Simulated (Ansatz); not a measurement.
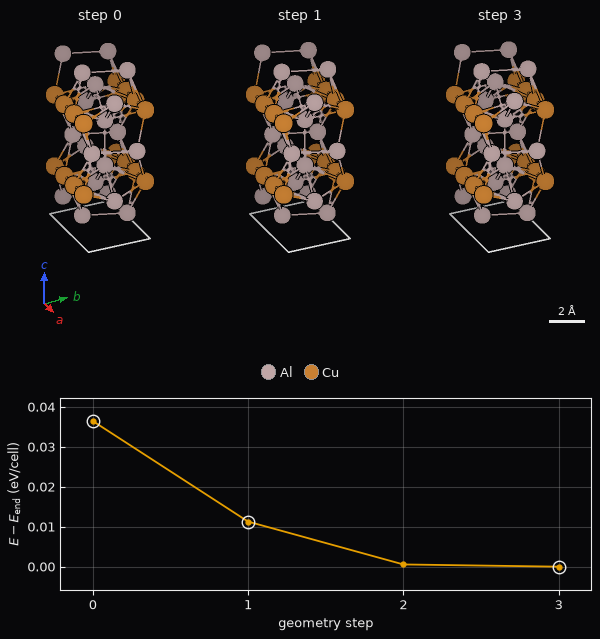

Frames of a constrained relaxation of a slab of composition Al$_{5}$Cu$_{2}$ (cut from the I4/mcm phase), marked on the history of the run. Style: ball-and-stick. Shown: the 2 × 1 repeat of the cell, outlined in the plane, without the vacuum, slightly off an axis.

Case: clean slab, lower half held. The slab is the (1 1 0) face of Al2Cu. 6 atoms are held fixed.

Level of theory: DFT PBE+D3(BJ), scalar-relativistic, plane waves, PAW (Ansatz). Set-up: plane-wave cutoff 420 eV; k-point mesh 7 × 7 × 1; occupations gaussian; smearing width 0.1 eV; no spin polarisation; dipole correction; atoms relaxed in a fixed cell; force threshold 0.03 eV/Å; at most 70 steps.

What happens along the run?

Answer. The energy falls by 36.5 meV per cell of the calculation in 3 geometry steps. Largest force component: 0.23 eV/Å at the start, 0.0097 eV/Å at the end. An Al atom moves most: 0.15 Å along the normal (+c). Largest moves by element: Al 0.15 Å, Cu 0.01 Å. The lattice vectors keep their values. Among the contacts that change: Al–Al 2.669 → 2.748 Å, Al–Cu 2.548 → 2.599 Å, Al–Al 2.861 → 2.909 Å, Al–Al 2.861 → 2.819 Å. Bond angles that change, for instance: Cu–Al–Cu 144.6° → 138.7°, Cu–Al–Cu 111.7° → 108.7°, Al–Al–Al 114.4° → 111.6°. The run took 2.4 min on 2 threads of Intel(R) Xeon(R) Platinum 8488C (Sapphire Rapids) (shared host), peak memory 1.1 GiB. From step 0 to 1: Al atoms move most (0.06 Å), energy −25.2 meV per cell of the calculation. From step 1 to 3: an Al atom moves most (0.09 Å), energy −11.3 meV per cell of the calculation.

```
step  E − E(0), meV/atom  largest force component, eV/Å
   0                0.00                         0.2267
   1               -1.80                         0.1760
   2               -2.56                         0.0336
   3               -2.60                         0.0097
```
